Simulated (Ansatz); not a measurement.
**NiSi: one change and its effect**

System: NiSi (Pmmn, 4 atoms in the cell).
Method of the first run: Kohn-Sham DFT of a periodic cell, PBEsol, all-electron LAPW, scalar-relativistic, spin-polarised (Ansatz 0.2.0).

The structure derives from a Materials Project entry. Text and figures count atoms from 1; the logs count them from 0 in places.

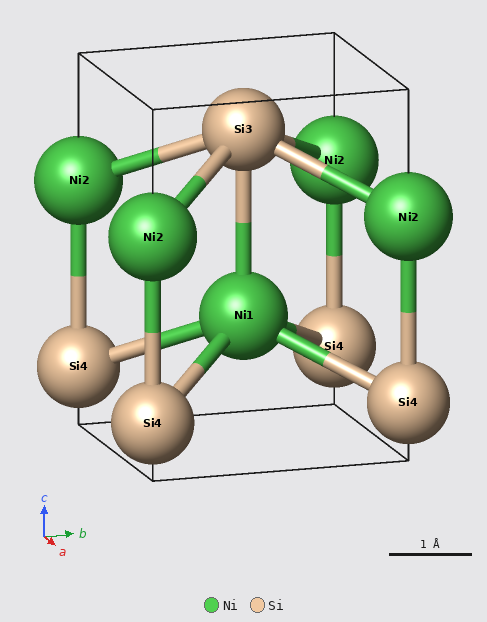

Fig. 1: The starting structure (ball-and-stick view of the cell of the calculation, seen slightly off an axis; atoms are numbered from 1 in the order of the input). Near neighbours in the crystal (not all of them lie inside the picture): Ni has 6 Si at 2.34 to 2.37 Å; Si has 6 Ni at 2.34 to 2.37 Å.

## The input, the first run
```yaml
crystal:
  lattice:
    - [2.94277066, 0.0, 0.0]
    - [0.0, 3.28032554, 0.0]
    - [0.0, 0.0, 4.67744676]
  atoms:
    - { symbol: Ni, position: [0.5, 0.5, 0.34249559], spin: 1.0 }
    - { symbol: Ni, position: [0.0, 0.0, 0.65750441], spin: 1.0 }
    - { symbol: Si, position: [0.5, 0.5, 0.84314316] }
    - { symbol: Si, position: [0.0, 0.0, 0.15685684] }
kpoints:
  mp_grid: { grid: [7, 6, 5] }
scf:
  occupations: { method: fermi_dirac, width: 0.05 }
hamiltonian:
  xc: pbesol
  pseudopotentials: { kind: all_electron, lapw: { basis_error: 0.002 } }
magnetization:
  spin_polarized: true
output:
  forces: true
  stress: true
relax:
  f_tol: 0.02
  max_steps: 60
  cell: {}
```

Command:
```bash
ansatz run input.yaml --threads 4 --pin off --max-ram 12288MiB --backend cpu --events-out ev --progress --plain --runs-dir out
```

Hardware: 4 threads of AMD EPYC (Zen 3), 192 GiB of memory available, shared host.

## Output, shortened to warnings, some set-up lines, iterations and results (the first run)
```
WARN: the starting moments were not kept: the SCF closed with an absolute magnetisation of 2.7e-7 μB, where they sum to 2 μB in size (2 sites). That is at most 0.1 of that sum. Measured as dr2_m measures the in/out step, that magnetisation stands 1.6e-15 eV from none, at or under the dr2_threshold of 1.0e-7 eV: it is no larger than a step whose dr2_m would equal this threshold. The system may …
Basis set: ecut = 292.579264650929 eV, 505 PW (Γ), exchange–correlation at level 2
Symmetry: 8 space group operations
k-points: 48 of 210
Initial density: superposition of atomic densities (chi_scale 0.1, normalization cell)
[...]
SCF iter   1: F=—  HF=-98453.932557 eV  |F-HF|=—  |Δ(HF+E_count)|=         —  Δρ=3.90e-2 (↑2.27e-2 ↓3.90e-2)  dr2=1.13e0  dr2_m=2.57e-1  M=0.391 μB ∫|m|=0.904 μB  β_m=0.30  …
SCF iter   2: F=—  HF=-98454.107411 eV  |F-HF|=—  |Δ(HF+E_count)|=   1.75e-1  Δρ=2.76e-2 (↑1.79e-2 ↓2.76e-2)  dr2=4.84e-1  dr2_m=1.44e-1  M=0.361 μB ∫|m|=0.775 μB  β_m=0.62  …
SCF iter   3: F=—  HF=-98454.982764 eV  |F-HF|=—  |Δ(HF+E_count)|=   8.75e-1  Δρ=2.15e-2 (↑1.07e-2 ↓2.15e-2)  dr2=8.19e-1  dr2_m=2.03e-2  M=0.135 μB ∫|m|=0.371 μB  β_m=0.48  …
SCF iter   4: F=—  HF=-98454.336783 eV  |F-HF|=—  |Δ(HF+E_count)|=   6.46e-1  Δρ=3.03e-3 (↑3.03e-3 ↓1.78e-3)  dr2=2.30e-3  dr2_m=1.19e-3  M=0.036 μB ∫|m|=0.180 μB  β_m=0.74  …
SCF iter   5: F=—  HF=-98454.354893 eV  |F-HF|=—  |Δ(HF+E_count)|=         —  Δρ=2.31e-3 (↑1.76e-3 ↓2.31e-3)  dr2=1.43e-3  dr2_m=1.40e-3  M=-0.006 μB ∫|m|=0.019 μB  β_m=0.74  …
[... 64 lines ...]
SCF iter   1: F=—  HF=-98454.357924 eV  |F-HF|=—  |Δ(HF+E_count)|=         —  Δρ=4.98e-6 (↑4.98e-6 ↓4.98e-6)  dr2=2.57e-9  dr2_m=4.83e-20  M=-0.000 μB ∫|m|=0.000 μB  β_m=0.65 …
SCF iter   2: F=—  HF=-98454.357924 eV  |F-HF|=—  |Δ(HF+E_count)|=   7.92e-9  Δρ=1.76e-6 (↑1.76e-6 ↓1.76e-6)  dr2=5.73e-10  dr2_m=1.62e-20  M=0.000 μB ∫|m|=0.000 μB  β_m=0.55 …
SCF iter   3: F=-98454.357924 eV  HF=-98454.357924 eV  |F-HF|=2.36e-9  |Δ(HF+E_count)|=   1.08e-9  Δρ=8.69e-7 (↑8.69e-7 ↓8.69e-7)  dr2=8.75e-10  dr2_m=5.02e-21  M=0.000 μB …
SCF 8 converged in 3 iterations: F = -98454.357924 eV  dr2 = 8.75e-10
relax step   8: F+E_penalty+E_count = -98454.35792390 eV  Δ(F+E_penalty+E_count) = -4.133e-5 eV  max|allowed force component| = 6.351e-4 eV/Å  Δτ_max = 0.0000 Å  P = +0.003 …
basis re-selected at this cell: Δ(F+E_penalty+E_count) = -4.133e-5 eV, ΔP = -0.000 GPa vs the last step (what re-selecting the basis moved, after the strain that the cell walked since its last selection, with what the two solves' SCF thresholds leave and, on support functions, any second-order …
SCF converged after 3 iterations
Magnetization: 0.0000 μB (30.0000 up, 30.0000 down)
Absolute magnetization: 0.0000 μB (∫|ρ↑−ρ↓|)
Spin contamination: 0.0000 ħ² per cell (⟨S²⟩ above its minimum at these occupations)
Per-site moments (μB) at R_I (Å): [(3.778310997404333e-12, 1.2330414910445293), (3.778310997404333e-12, 1.2330414910445293), (2.9345414986892138e-12, 1.0301613681745998), (2.9345414986892138e-12, 1.0301613681745998)]
Free energy (F): -98454.357924 eV
Harris-Foulkes:  -98454.357924 eV  (|F-HF|=2.36e-9)
Internal energy: -98454.351761 eV  (E = F + TS)
E sigma→0 (E₀):  -98454.354843 eV
Entropy (-TS):   -0.006163 eV (-1.541 meV/atom)
Fermi energy:    17.500207 eV
--- Per-component energies (eV) ---
  E_band       = -1884.651596
  E_kinetic    = 99809.357628
  E_xc         = -4503.346275
  E_electrostatic = -193760.363114  (all electrons and nuclei)
  E_smearing   = -0.006163  (= −TS)
  E_closure    = 0.000000  (closes the sum)
  E_atoms      = -98425.112633  (free atoms, spherical and without spin; not in F)
  Σ components = -98454.357924   (vs F -98454.357924, Δ=0.00e0)
  Basis errors (estimates in eV, not in F): energy 6.8e-4 per atom: plane waves 6.1e-4 (3.3e-4 summed), levels above the bands 1.7e-44, relativity 1.7e-8, radial functions 7.8e-5, core shells 3.1e-10; eigenvalues (radial functions only) 1.3e-6; not estimated: angular momenta, meshes, grids; target …
--- Forces (eV/Å), atoms counted from 1 ---
  atom   1  Ni     0.00000000     0.00000000    -0.00016768
  atom   2  Ni     0.00000000     0.00000000     0.00016768
  atom   3  Si     0.00000000     0.00000000     0.00063515
  atom   4  Si     0.00000000     0.00000000    -0.00063515
  max |Σ_I F_I| component: 1.08e-19 eV/Å
--- Stress (GPa, compression-positive) ---
       -0.005339       0.000000       0.000000
        0.000000       0.010168       0.000000
        0.000000       0.000000       0.002677
  P = ⅓ Tr σ = 0.0025 GPa (0.025 kbar)
--- Relaxed structure (7 steps of the walk, 7 accepted, 1 SCFs on fresh bases) ---
[...]
```

The input of the second run differs as follows (lines with − go, lines with + come):
```diff
-  xc: pbesol
+  xc: pbe
```

Predict how the results change.

The total energies belong to different methods, so their difference says nothing on which is more stable or more accurate. The volume per atom goes from 11.25 to 11.73 Å³. The functional changes from PBEsol to PBE. The SCF takes 85 iterations over all geometry steps against 58.

## Output, shortened to warnings, some set-up lines, iterations and results (the second run)
```
WARN: the starting moments were not kept: the SCF closed with an absolute magnetisation of 4.1e-7 μB, where they sum to 2 μB in size (2 sites). That is at most 0.1 of that sum. Measured as dr2_m measures the in/out step, that magnetisation stands 4.2e-15 eV from none, at or under the dr2_threshold of 1.0e-7 eV: it is no larger than a step whose dr2_m would equal this threshold. The system may …
Basis set: ecut = 292.4300141169762 eV, 505 PW (Γ), exchange–correlation at level 2
Symmetry: 8 space group operations
k-points: 48 of 210
Initial density: superposition of atomic densities (chi_scale 0.1, normalization cell)
[...]
SCF iter   1: F=—  HF=-98551.562683 eV  |F-HF|=—  |Δ(HF+E_count)|=         —  Δρ=3.88e-2 (↑2.27e-2 ↓3.88e-2)  dr2=1.10e0  dr2_m=2.55e-1  M=0.392 μB ∫|m|=0.914 μB  β_m=0.30  …
SCF iter   2: F=—  HF=-98551.768565 eV  |F-HF|=—  |Δ(HF+E_count)|=   2.06e-1  Δρ=2.73e-2 (↑1.79e-2 ↓2.73e-2)  dr2=4.60e-1  dr2_m=1.43e-1  M=0.361 μB ∫|m|=0.786 μB  β_m=0.61  …
SCF iter   3: F=—  HF=-98552.611473 eV  |F-HF|=—  |Δ(HF+E_count)|=   8.43e-1  Δρ=2.16e-2 (↑1.04e-2 ↓2.16e-2)  dr2=8.00e-1  dr2_m=2.20e-2  M=0.144 μB ∫|m|=0.394 μB  β_m=0.48  …
SCF iter   4: F=—  HF=-98552.015005 eV  |F-HF|=—  |Δ(HF+E_count)|=   5.96e-1  Δρ=3.05e-3 (↑3.05e-3 ↓1.79e-3)  dr2=2.40e-3  dr2_m=1.21e-3  M=0.037 μB ∫|m|=0.187 μB  β_m=0.74  …
SCF iter   5: F=—  HF=-98552.035419 eV  |F-HF|=—  |Δ(HF+E_count)|=         —  Δρ=2.22e-3 (↑1.73e-3 ↓2.22e-3)  dr2=1.21e-3  dr2_m=1.33e-3  M=-0.005 μB ∫|m|=0.022 μB  β_m=0.74  …
[... 99 lines ...]
SCF iter   1: F=—  HF=-98552.094461 eV  |F-HF|=—  |Δ(HF+E_count)|=         —  Δρ=1.01e-5 (↑1.01e-5 ↓1.01e-5)  dr2=2.31e-8  dr2_m=1.21e-19  M=0.000 μB ∫|m|=0.000 μB  β_m=0.65  …
SCF iter   2: F=—  HF=-98552.094461 eV  |F-HF|=—  |Δ(HF+E_count)|=   5.03e-7  Δρ=3.68e-6 (↑3.68e-6 ↓3.68e-6)  dr2=7.42e-9  dr2_m=4.80e-20  M=0.000 μB ∫|m|=0.000 μB  β_m=0.49  …
SCF iter   3: F=-98552.094461 eV  HF=-98552.094461 eV  |F-HF|=2.36e-8  |Δ(HF+E_count)|=   4.75e-8  Δρ=2.17e-6 (↑2.17e-6 ↓2.17e-6)  dr2=1.31e-9  dr2_m=1.55e-19  M=0.000 μB …
SCF 12 converged in 3 iterations: F = -98552.094461 eV  dr2 = 1.31e-9
relax step  12: F+E_penalty+E_count = -98552.09446134 eV  Δ(F+E_penalty+E_count) = -6.910e-4 eV  max|allowed force component| = 1.773e-3 eV/Å  Δτ_max = 0.0000 Å  P = -0.002 …
basis re-selected at this cell: Δ(F+E_penalty+E_count) = -6.910e-4 eV, ΔP = -0.004 GPa vs the last step (what re-selecting the basis moved, after the strain that the cell walked since its last selection, with what the two solves' SCF thresholds leave and, on support functions, any second-order …
SCF converged after 3 iterations
Magnetization: 0.0000 μB (30.0000 up, 30.0000 down)
Absolute magnetization: 0.0000 μB (∫|ρ↑−ρ↓|)
Spin contamination: 0.0000 ħ² per cell (⟨S²⟩ above its minimum at these occupations)
Per-site moments (μB) at R_I (Å): [(1.5941026276777848e-11, 1.2503726823088532), (1.5941026276777848e-11, 1.2503726823088532), (-1.999396204155346e-10, 1.0442484200143551), (-1.999396204155346e-10, 1.0442484200143551)]
Free energy (F): -98552.094461 eV
Harris-Foulkes:  -98552.094461 eV  (|F-HF|=2.36e-8)
Internal energy: -98552.086964 eV  (E = F + TS)
E sigma→0 (E₀):  -98552.090713 eV
Entropy (-TS):   -0.007497 eV (-1.874 meV/atom)
Fermi energy:    16.617354 eV
--- Per-component energies (eV) ---
  E_band       = -1932.060420
  E_kinetic    = 99920.721836
  E_xc         = -4602.249791
  E_electrostatic = -193870.559009  (all electrons and nuclei)
  E_smearing   = -0.007497  (= −TS)
  E_closure    = 0.000000  (closes the sum)
  E_atoms      = -98525.225573  (free atoms, spherical and without spin; not in F)
  Σ components = -98552.094461   (vs F -98552.094461, Δ=0.00e0)
  Basis errors (estimates in eV, not in F): energy 6.6e-4 per atom: plane waves 5.7e-4 (3.1e-4 summed), levels above the bands 1.4e-42, relativity 1.8e-8, radial functions 8.8e-5, core shells 3.3e-10; eigenvalues (radial functions only) 1.4e-6; not estimated: angular momenta, meshes, grids; target …
--- Forces (eV/Å), atoms counted from 1 ---
  atom   1  Ni     0.00000000     0.00000000    -0.00177272
  atom   2  Ni    -0.00000000    -0.00000000     0.00177272
  atom   3  Si    -0.00000000    -0.00000000     0.00032082
  atom   4  Si     0.00000000     0.00000000    -0.00032082
  max |Σ_I F_I| component: 0.00e0 eV/Å
--- Stress (GPa, compression-positive) ---
        0.038281       0.000000       0.000000
[...]
```

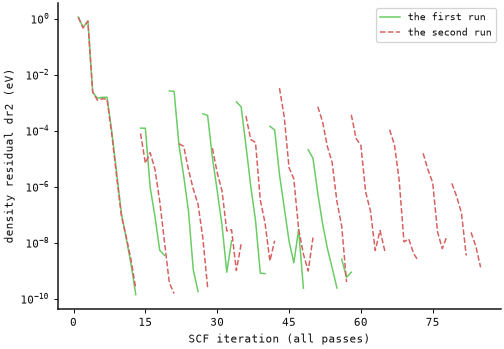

Fig. 2: Convergence of the two runs: density residual dr2 against the SCF iteration. A break in a curve parts two SCF passes. The first run takes 58 iterations in all, and the second run takes 85.

## The two runs side by side

| quantity | the first run | the second run |
| --- | --- | --- |
| outcome | converged | converged |
| free energy per atom (eV) | −24613.5895 | −24638.0236 |
| energy per atom, smearing taken to zero (eV) | −24613.5887 | −24638.0227 |
| net moment of the cell (μB) | 0.00 | 0.00 |
| absolute moment of the cell (μB) | 0.00 | 0.00 |
| pressure (GPa) | 0.00 | 0.00 |
| volume per atom (Å³) | 11.25 | 11.73 |
| largest force (eV/Å) | 0.001 | 0.002 |
| SCF iterations | 58 | 85 |
| irreducible k-points | 48 | 48 |
| wall time (shared host) | 89 s | 2 min |

For both runs: Warnings: some starting moments were not kept. Points of doubt noted for this run: coarse mesh for a metal.
